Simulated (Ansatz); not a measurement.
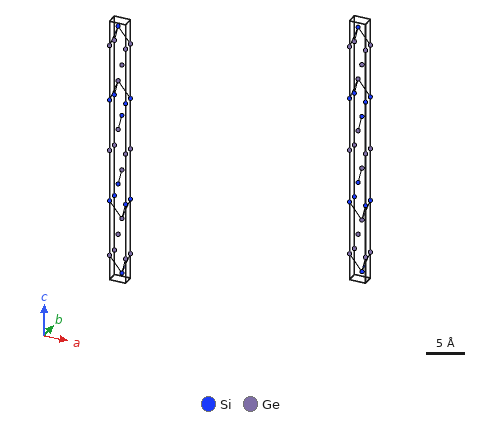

Two geometries of solid Si2Ge3 (a generated structure, set up in R-3m), drawn at one scale. One is the start of a relaxation, the other its converged end. A ball-and-stick model of the conventional cell (3 times the calculation's cell), seen slightly off an axis. Lengths and directions refer to the drawn axes.

Theory: DFT PBE, scalar-relativistic, plane waves, PAW in Ansatz. Set-up: plane-wave cutoff 420 eV; k-point mesh 12 × 12 × 12; occupations gaussian; smearing width 0.1 eV; no spin polarisation; cell and atoms relaxed; force threshold 0.01 eV/Å; at most 80 steps.

Q: Which one is relaxed?

A: The left one is the relaxed one. The largest moves relative to the cell, 0.21 Å, are those of Ge atoms. By element the largest moves are Ge 0.21 Å, Si 0.18 Å. The drawn cell changes as follows: a = b 2.922 → 2.932 Å (+0.3 %), c 35.792 → 35.739 Å (−0.1 %); the volume changes by +0.5 %. Near-neighbour distances that change, for instance: Ge–Si 2.922 → 2.898 Å. The space group stays R-3m (No. 166). Over 4 accepted moves (6 points after the start) the energy falls by 44.5 meV per atom. Largest force component: 0.45 eV/Å at the start, 0.0014 eV/Å at the end. Pressure: 0.59 GPa at the start and −0.02 GPa at the end. The line search rejected the trial step at point 2 of the run. The SCF was repeated once at an unchanged geometry on a basis and grid sized afresh for the cell, which shifted the energy by less than 0.05 meV per atom at most. The run took 4.2 min on 1 thread of Intel(R) Xeon(R) Processor @ 2.70GHz (shared host), peak memory 0.71 GiB.
